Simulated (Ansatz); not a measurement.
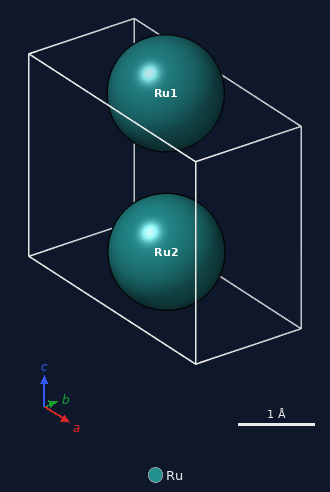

Figure 1. The structure as given in the input (spheres-only view of the cell of the calculation, set on other vectors, seen slightly off an axis; atoms are numbered from 1 in the order of the input). An atom can appear more than once, as a periodic image.

## Ru: single-point calculation

System: Ru (2 atoms in the cell).
Method: DFT PBE, scalar-relativistic, plane waves, PAW, no spin polarisation (Ansatz 0.2.0).

The structure derives from an entry of the Crystallography Open Database. It belongs to a series of runs on one base structure; here: atom 1 (Ru) moved by (-0.225, +0.450) A along x and y. Figures and captions count atoms from 1; the log counts them from 0 in places.

Log
```
Engine: ansatz 0.2.0, x86_64-unknown-linux-gnu
Pseudopotentials: kind: paw
Pseudopotential: Ru, paw, valence charge 16, recommended cutoff 420 eV (normal), Ru.paw.azcp
Functional definition: PBE
  parameter kappa = 0.804
  parameter beta = 0.06672455060314922
  exchange = pbe_x(kappa = kappa, mu = beta*pi^2/3)
  correlation = pbe_c(beta = beta)
Crystal: 2 atoms, lattice volume = 27.149 Å³
Basis set: ecut = 420 eV, 537 PW (Γ), exchange–correlation on 40×40×60 points (8 copies of the dense FFT grid, shifted against one another)
Bands: 20, of which v1, the nominal top of the filled ones, is band 16 counted from 1 (15 counted from 0)
Symmetry: 4 space group operations
Space group: P21/m (ITA 11), of the structure as read, at distance tolerance 3.0e-5 Å
k-points: 2030 of 6912
Non-local potential: Ru, projectors of the file, l = 0: 3, l = 1: 2, l = 2: 2, l = 3: 1
PAW form: soft (Blöchl's): semilocal exchange-correlation on the pseudo side does not see the compensation charge
PAW one-centre angular grid: Ru, 590 points (default); XC on 64 Gauss nodes
Initial density: superposition of atomic densities (neutral atoms: chi_scale 0, normalization atom), corrected by the library's trained network
Initial wavefunctions: pseudopotential atomic-orbital guess
Functional: x = pbe(κ = 0.804, μ = 0.2195149727645171), c = pbe(β = 0.06672455060314922)
SCF iter   1: F=—  HF=-11756.595126 eV  |F-HF|=—  |Δ(HF+E_count)|=         —  Δρ=7.89e-3  dr2=4.03e-3  ethr=1.77e-3  ⟨swp⟩=5.0  Hψ=157011  notcnv=0
preconditioner: auto → none  [metal: Δε(μ)=0.000 eV  Ē_g=5.838 eV  σ=0.150 eV  W_gap=0.00  n_scr=8 (ndim 8)  ℏωp=28.5 eV  f_vac=0.000  D(μ)=2.56/eV (n_scr^D=34)  sad-step TF]
SCF iter   2: F=—  HF=-11756.596148 eV  |F-HF|=—  |Δ(HF+E_count)|=   1.02e-3  Δρ=4.39e-3  dr2=1.32e-3  ethr=1.26e-5  ⟨swp⟩=2.0  Hψ=86226  notcnv=0
SCF iter   3: F=—  HF=-11756.596532 eV  |F-HF|=—  |Δ(HF+E_count)|=   3.84e-4  Δρ=3.84e-4  dr2=1.82e-5  ethr=4.12e-6  ⟨swp⟩=2.1  Hψ=56491  notcnv=0
SCF iter   4: F=—  HF=-11756.596496 eV  |F-HF|=—  |Δ(HF+E_count)|=   3.65e-5  Δρ=1.26e-4  dr2=1.68e-6  ethr=5.70e-8  ⟨swp⟩=2.0  Hψ=67594  notcnv=0
SCF iter   5: F=—  HF=-11756.596496 eV  |F-HF|=—  |Δ(HF+E_count)|=   8.99e-8  Δρ=3.44e-5  dr2=1.42e-7  ethr=5.25e-9  ⟨swp⟩=2.7  Hψ=73688  notcnv=0
SCF iter   6: F=-11756.596496 eV  HF=-11756.596496 eV  |F-HF|=2.99e-9  |Δ(HF+E_count)|=   1.60e-8  Δρ=9.74e-6  dr2=1.07e-8  ethr=3.13e-10  ⟨swp⟩=7.3  Hψ=244969  notcnv=0
SCF 1 converged in 6 iterations: F = -11756.596496 eV  dr2 = 1.07e-8
  greatest PAW one-centre occupation: 0.998 electrons in one spin orbital (limit 2), on the Ru atom at site 1 (counted from 0), in its partial waves of l = 0
```

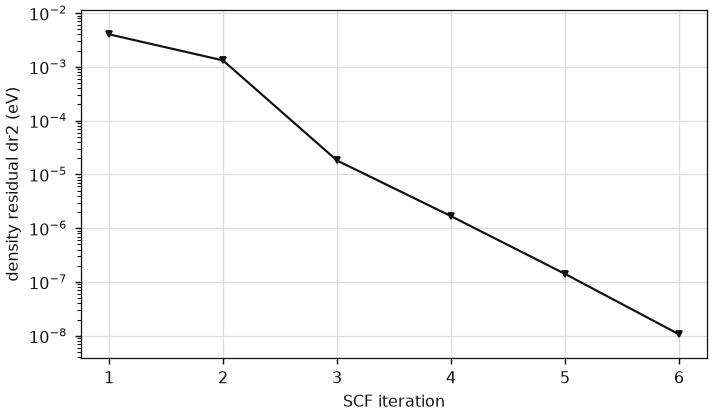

Figure 2. Convergence of the self-consistent field: density residual dr2 against the SCF iteration. The residual falls at every step.

```
SCF converged after 6 iterations
Free energy (F): -11756.596496 eV
Harris-Foulkes:  -11756.596496 eV  (|F-HF|=2.99e-9)
Internal energy: -11756.567590 eV  (E = F + TS)
E sigma→0 (E₀):  -11756.582043 eV
Entropy (-TS):   -0.028906 eV (-14.453 meV/atom)
Fermi energy:    23.675850 eV
--- Per-component energies (eV) ---
  E_band       = -104.318048
  E_kinetic    = 1031.691566
  E_local      = -2541.092075  (includes V_loc(G=0)·N_el)
  E_nonlocal   = 687.704556
  E_hartree    = 820.551630
  E_xc         = -381.797893
  E_vxc        = -479.400498  (∫ρ·V_xc dr)
  E_paw        = -6922.164326  (= ΣΔE_a)
  E_vpaw       = -444.325542  (= ΣTr[D̂ρ^β])
  E_aug_tail   = -0.000367  (compensation charges beyond the density's cutoff)
  E_ewald      = -4451.460681
  E_smearing   = -0.028906  (= −TS)
  E_closure    = -0.000000  (closes the sum)
  Σ components = -11756.596496   (vs F -11756.596496, Δ=0.00e0)
--- Forces (eV/Å), atoms counted from 1 ---
  atom   1  Ru     1.37896016    -2.14172270     0.00000000
  atom   2  Ru    -1.37896016     2.14172270     0.00000000
  max |Σ_I F_I| component: 0.00e0 eV/Å
--- Stress (GPa, compression-positive) ---
        1.181964       4.351640       0.000000
        4.351638      16.957410       0.000000
        0.000000       0.000000      28.580669
  P = ⅓ Tr σ = 15.5733 GPa (155.733 kbar)
--- Band table (eV; the first three rows and the last of 2030) ---
  k-point 0: bands = ["-49.5573", "-49.2927", "-20.2516", "-19.1635", "-18.9814", "-18.9136", "-18.8714", "-18.7926", "15.5802", "17.4949", "19.9246", "20.8854", "21.3798", "21.5663", "21.5757", "22.2620", "22.9858", "23.9426", "24.8558", "25.5515"]
  k-point 1: bands = ["-49.5528", "-49.2973", "-20.2295", "-19.1651", "-18.9802", "-18.9154", "-18.8749", "-18.8115", "15.6584", "17.5046", "19.9249", "20.8662", "21.4835", "21.4985", "21.5251", "22.2113", "23.0577", "23.9783", "24.6109", "25.5093"]
  k-point 2: bands = ["-49.5399", "-49.3108", "-20.1646", "-19.1742", "-18.9765", "-18.9223", "-18.8849", "-18.8605", "15.8862", "17.5321", "19.9292", "20.8493", "21.3300", "21.3937", "21.7405", "22.0753", "23.2389", "23.9413", "24.1024", "25.3745"]
  k-point 2029: bands = ["-49.3203", "-49.3203", "-19.8039", "-19.8039", "-19.4229", "-19.4229", "-19.0803", "-19.0803", "17.9215", "17.9215", "18.7968", "18.7968", "21.8535", "21.8535", "23.6916", "23.6916", "25.2916", "25.2916", "28.5034", "28.5034"]
```

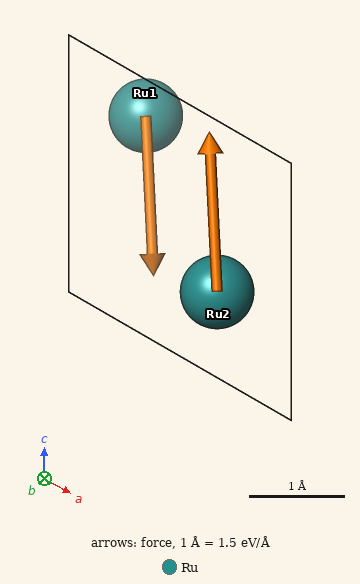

Figure 3. Forces on the atoms as orange arrows (ball-and-stick view of the cell of the calculation, set on other vectors, along the b axis; atoms are numbered from 1 in the order of the input). The largest act on Ru1, Ru2 (2.55 eV/Å). The geometry is not a stationary point of this energy.

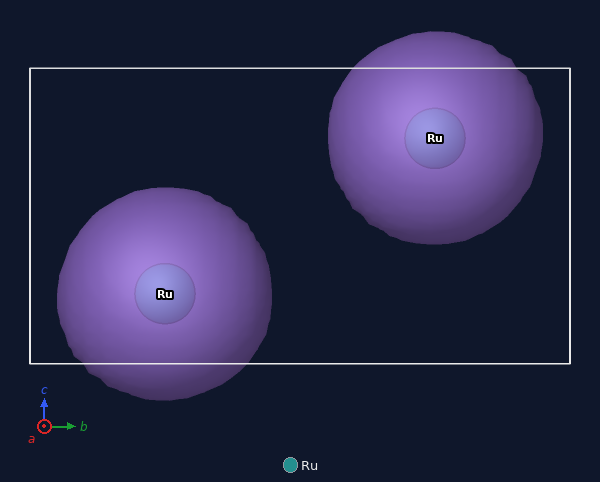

Figure 4. Isosurface of the valence pseudo-density at 1.5 e/Å³ (purple), seen along the a axis. Sticks mark near contacts. The outline is the cell set on symmetry axes. At this value the density breaks into separate islands; it holds about 65 % of the electrons treated as valence (semicore included). It is pinched off along the Ru–Ru (2.42 Å) and Ru–Ru (2.71 Å) contacts. On the grid the lowest density along these lines, outside the cores, is 0.65 e/Å³ (Ru–Ru, 2.42 Å) and 0.38 e/Å³ (Ru–Ru, 2.71 Å). The fields are those of the smooth PAW valence density.

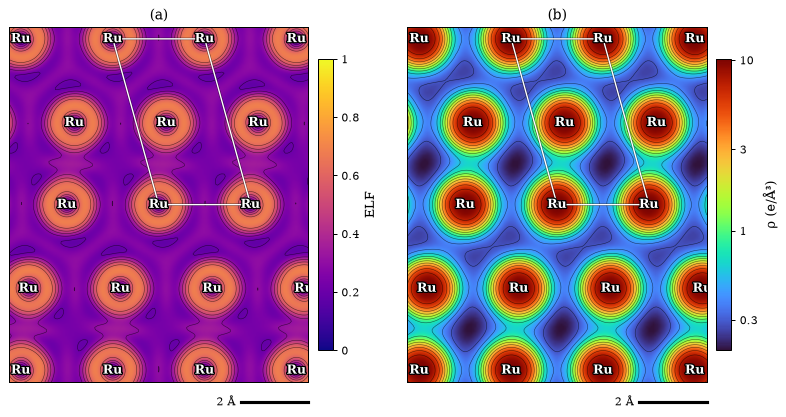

Figure 5. (a) electron localisation function; (b) valence charge density (pseudo) on the (011̄) plane of the conventional cell. Atoms in the plane: Ru. Ru–Ru (2.71 Å): ρ at the midpoint is about 0.38 e/Å³; the ELF is about 0.30 at the midpoint (no shared electron pair). Away from the nuclei the density in this plane falls to 0.2 e/Å³ at its lowest. The strong features right at Ru lie inside the PAW spheres (semicore, d or f shells) and say nothing about bonding.

This output came from the following input.

Input
```yaml
crystal:
  lattice:
    - [2.7057993342, 0.0, 0.0]
    - [-1.3528996671, 2.343290961, 0.0]
    - [0.0, 0.0, 4.2819]
  atoms:
    - { symbol: Ru, position: [0.3461974141, 0.8587042785, 0.25] }
    - { symbol: Ru, position: [0.6666666667, 0.3333333333, 0.75] }
basis:
  ecutwfc: 420
kpoints:
  mp_grid: { grid: [24, 24, 12] }
hamiltonian:
  xc: pbe
scf:
  occupations: { method: gaussian, width: 0.15 }
output:
  forces: true
  stress: true
  eigenvalues: true
  write_density: true
  write_potential: true
  elf: true
  volumetric_format: npy
```

Launch command:
```bash
ansatz run input.yaml --threads 1 --pin off --max-ram 2560MiB --backend cpu --events-out ev --progress --plain --runs-dir out
```

Results in brief

```tsv
quantity	value
outcome	converged
space group (tolerance 0.01 Å)	P2₁/m (11)
electrons treated	32
free energy	−11756.5965 eV
Fermi energy	23.676 eV
gap on the k-point mesh	none (metallic)
pressure	15.57 GPa
largest force (length of the vector)	2.547 eV/Å
hardware	1 thread of Intel Xeon (Sapphire Rapids), 32 GiB of memory available, shared host
wall time	40 s
peak memory	1.1 GiB
```
